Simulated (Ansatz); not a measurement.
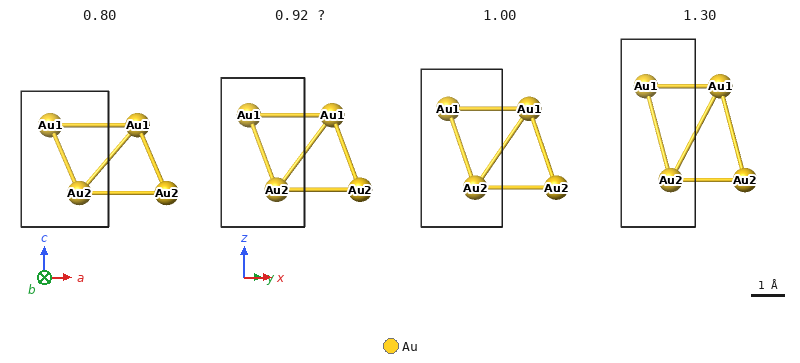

A scan of a crystal of Au (P6_3/mmc): the ratio of the cell's length along z to its lengths across, counted as 1 for the reference, is changed at fixed volume (a c/a path), with the atoms kept at their fractional coordinates. x, y and z are the Cartesian axes of the input. Style: ball-and-stick. Shown: the cell of the calculation, repeated 2 × 2 × 1 with one cell outlined, along the b axis.

All numbers below come from DFT r2SCAN, scalar-relativistic, plane waves, PAW (Ansatz 0.2.0). (plane-wave cutoff 500 eV; k-point mesh 24 × 24 × 12; occupations gaussian; smearing width 0.15 eV; no spin polarisation). Energies (free energies at the smearing named) are counted from the cell as listed in its source, which wasn't relaxed.

```tsv
axial ratio over its reference value	ΔE (meV/atom)
0.80	105.2
0.85	58.7
0.92	?
0.96	3.5
1.00	0.0
1.05	5.3
1.10	21.9
1.20	99.6
1.30	212.0
```

Question: One row is withheld. What is its energy?

Answer: A straight line between the two neighbours gives 23.6 meV/atom. A cubic through the four nearest rows (0.80, 0.85, 0.96, 1.00) gives, with Lagrange weights, (−0.1400)(105.2) + (0.4655)(58.7) + (0.9545)(3.5) + (−0.2800)(0.0) = 15.9 meV/atom. The calculation gives 16.6 meV/atom, so the cubic is 0.7 meV/atom too low and the straight line 7.0 meV/atom too high, as the curve bends upwards here.

The whole profile:

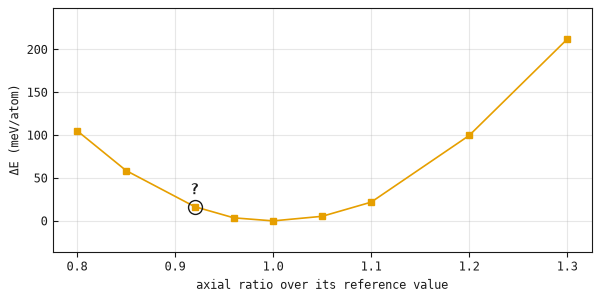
